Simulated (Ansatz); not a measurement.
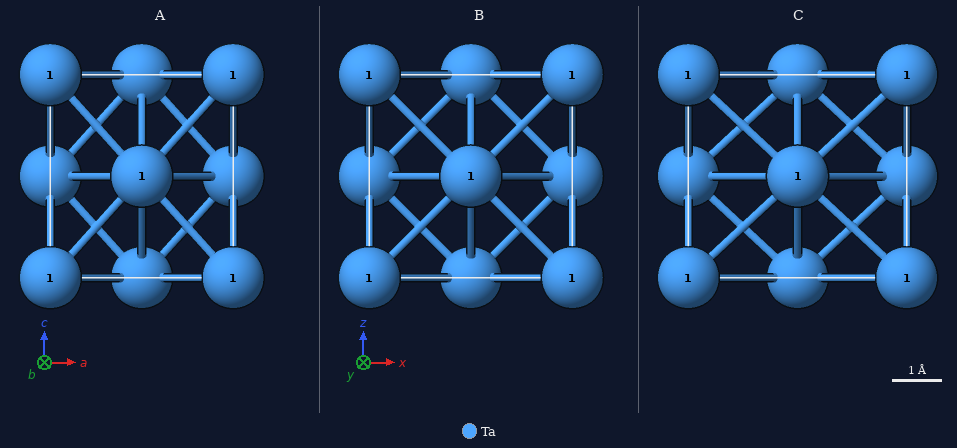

A scan of crystalline Ta (Fm-3m) along one coordinate. x, y and z are the Cartesian axes of the input. A ball-and-stick model of the conventional cell (4 times the calculation's cell), seen along the b axis. Lengths and directions refer to the drawn axes.

Theory: DFT PBEsol, scalar-relativistic, plane waves, PAW in Ansatz. (plane-wave cutoff 420 eV; k-point mesh 20 × 20 × 20; occupations gaussian; smearing width 0.15 eV; no spin polarisation). Energies (free energies at the smearing named) are counted from the cell as listed in its source, which wasn't relaxed.

What is being scanned?

Answer. The cell is strained along x alone, with the atoms kept at their fractional coordinates. In the frames the strain is −0.10 (A), 0.00 (B), 0.075 (C). Their energies are −30.3 meV/atom, 0.0 meV/atom, 88.6 meV/atom.
